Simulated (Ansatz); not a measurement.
# Monolayer T-PbI2 in a field along the normal: induced dipole (PBEsol)

A gate puts a field across monolayer T-PbI2. How large is the induced dipole, and what happens to the gap?

All values are computed: Ansatz 0.2.0, PBEsol, plane waves, no spin–orbit coupling; sawtooth field with a dipole correction, atoms held at their zero-field places, cell area 17.97 Å². The field is the one in the vacuum. Energy changes count from the zero-field run.

| field (V/Å) | dipole (e·Å) | energy change (meV) | gap on the path (eV) |
| --- | --- | --- | --- |
| 0.05 | 0.028 | -0.7 | 2.42 |
| 0.1 | 0.055 | -2.8 | 2.42 |
| 0.2 | 0.111 | -11.1 | 2.42 |
| 0.3 | ? | ? | ? |
| 0.4 | 0.222 | -44.4 | 2.41 |

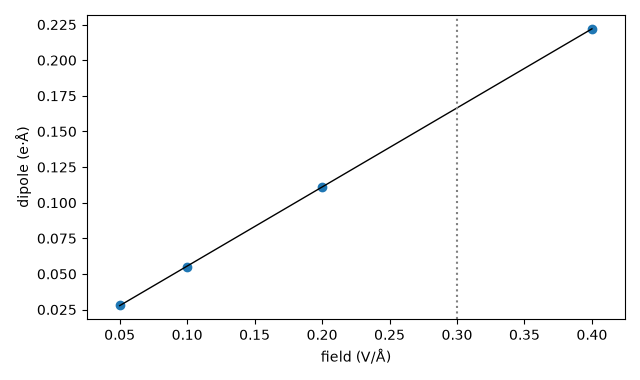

The shown rows (points), the fit (line) and the place of the withheld row (dotted).

**Fit.** A least-squares line through the shown values, as rounded, is dipole = 0.000 + 0.555 × field (V/Å); it misses them by 0.001 e·Å at most. The fit misses the rows by 0.000 e·Å on average, and their plain mean by 0.062 e·Å, so the fit does better. The slope is the electronic polarisability of the cell, α = 0.555 e·Å²/V. It also sets the energy, −αF²/2 for a sheet without a dipole of its own: -44.4 meV at 0.4 V/Å. From the weakest to the strongest field the gap on the path changes by -0.01 eV.

**The withheld row.** The prediction is 0.000 + 0.555 × (0.3) = 0.167 e·Å. The run gave dipole 0.167 e·Å, energy change -25.0 meV, gap on the path 2.42 eV. The miss in dipole is +0.000 e·Å, within the scatter of the fitted rows. The mean of the shown rows would have missed by +0.063 e·Å.

Ions don't move, so the lattice part of the screening is missing; semilocal functionals overestimate polarisabilities somewhat.
